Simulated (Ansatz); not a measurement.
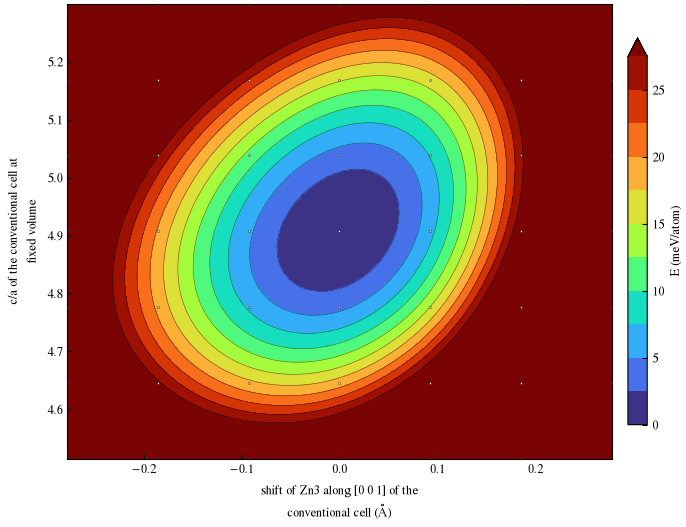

ZnS (P6_3mc, No. 186; 12 atoms in the cell). The energy is mapped over a free internal coordinate and the cell. Coordinates scanned: (1) shift of Zn3 along [0 0 1] of the conventional cell, Cartesian (0 0 1), its symmetry partners moved as symmetry demands (measured in the relaxed cell); (2) c/a of the conventional cell at fixed volume. Nothing is relaxed (all other coordinates fixed). The scan uses a 7 × 7 grid. Points are written as (first, second). Energies are in meV/atom, from the lowest grid point. Level of theory: DFT PBEsol, scalar-relativistic, plane waves, PAW in Ansatz. Settings: cutoff 520 eV, k-mesh 9×9×2 in the order of the run's cell vectors, gaussian smearing 0.05 eV, no spin polarisation.

Drawn: filled contours, dots at the grid points, one colour for all values above the top of the scale. Between grid points the surface is interpolated.

Where is the minimum, and how stiff is the well along each coordinate?

The interpolated minimum is at the first coordinate ≈ 0.000 Å, the second coordinate ≈ 4.907. The curvatures there are about 17 eV/Å² and 5.9 eV, with a cross term of about −2.9 eV/Å (per cell of 12 atoms). Round the minimum the valley is somewhat tilted: raising the first coordinate shifts the best value of the second coordinate upwards (coupling k₁₂/√(k₁₁k₂₂) about −0.3).
